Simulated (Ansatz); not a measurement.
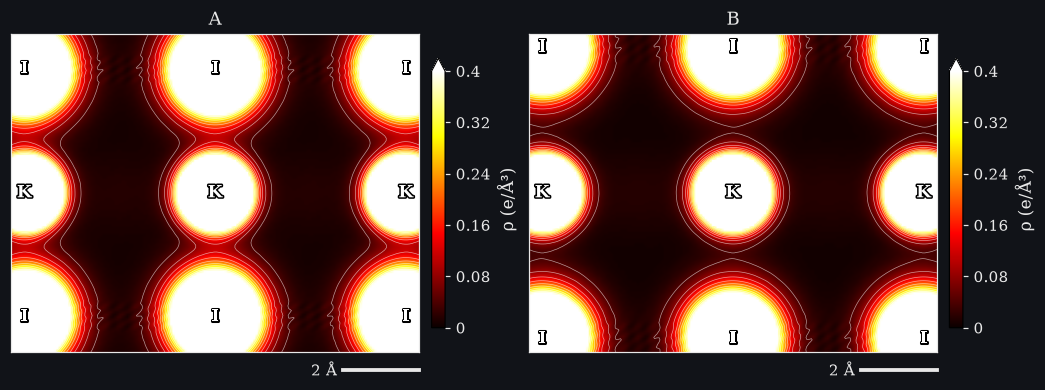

KI. The valence charge density (pseudo) of two cells that differ in size and shape, on the (11̄0) plane of each (indices in the axes of the calculation cell), at one length scale and on one colour scale: B has 47.3 Å³ an atom and A 40.3.

Space group I4/mmm.

Computed with Ansatz 0.2.0, DFT PBE, scalar-relativistic, plane waves, PAW.

The larger cell:

```
CELL_PARAMETERS angstrom
0.00000 3.52455 3.80651
3.52455 0.00000 3.80651
3.52455 3.52455 0.00000
ATOMIC_POSITIONS crystal
K 0.00000 0.00000 0.00000
I 0.50000 0.50000 0.50000
```

The smaller cell: a = 4.789 Å, b = 4.789 Å, c = 4.984 Å, α = 58.64°, β = 58.64°, γ = 62.72°.

### What does the compression do to the bonding and the properties?

From the larger cell to the smaller, K–I goes from 3.81 to 3.24 Å, and the density at its midpoint from 0.05 to 0.14 e/Å³; the pressure goes from 0.0 to 2.4 GPa; the Kohn–Sham gap goes from 3.8 eV to 4.1 eV.
